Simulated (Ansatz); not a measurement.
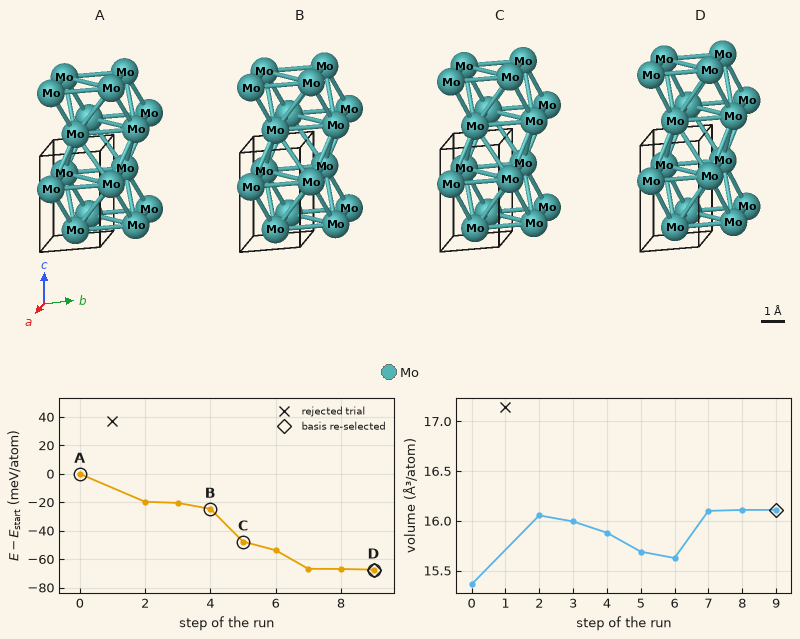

Frames of a relaxation of crystalline Mo (a generated structure, set up in P6_3/mmc) (coarse preliminary run), marked on the history of the run. A ball-and-stick model of the cell of the calculation, repeated 2 × 2 × 2 with one cell outlined, seen slightly off an axis.

Case: Ru → Mo on all its sites, cell and atoms relaxed.

The calculation used DFT PBE, scalar-relativistic, plane waves, PAW in Ansatz 0.2.0. (plane-wave cutoff 420 eV; k-point mesh 12 × 12 × 4; occupations gaussian; smearing width 0.1 eV; no spin polarisation; cell and atoms relaxed; force threshold 0.05 eV/Å; at most 60 steps)

**What happens along the run?**

The atoms keep their places relative to the cell (all moves are under 0.005 Å). The volume changes by +4.9 %, with a = b 2.821 → 2.748 Å (−2.6 %), c 4.457 → 4.926 Å (+10.5 %). Some distances before and after: Mo–Mo 2.760 → 2.930 Å, Mo–Mo 2.821 → 2.748 Å. The space group stays P6_3/mmc (No. 194). The energy falls by 67.3 meV per atom in 7 accepted moves (9 points after the start). All forces vanish by symmetry, so only the cell relaxes. The pressure goes from 10.15 to 0.03 GPa. The line search rejected the trial step at point 1 of the run. At 1 point the geometry stayed and the basis and grid were re-selected for the new cell (energy shift of 0.5 meV per atom at most each time). The run took 19 s on 1 thread of Intel(R) Xeon(R) Platinum 8259CL CPU @ 2.50GHz (Skylake/Cascade Lake), on a shared host, peak memory 0.37 GiB. From step 0 to 4: volume +3.4 %, energy −24.6 meV per atom. From step 4 to 5: volume −1.2 %, energy −23.0 meV per atom. From step 5 to 9: volume +2.7 %, energy −19.7 meV per atom.

```tsv
step	E − E(0), meV/atom	pressure, GPa	volume, Å³/atom	note
0	0.00	10.15	15.362	
1	36.85	-14.46	17.147	rejected
2	-19.61	-1.13	16.055	
3	-20.42	-0.23	15.994	
4	-24.60	1.74	15.881	
5	-47.63	5.73	15.691	
6	-53.69	8.10	15.627	
7	-66.76	0.02	16.101	
8	-66.89	-0.02	16.110	
9	-67.35	0.03	16.110	same geometry, new basis
```
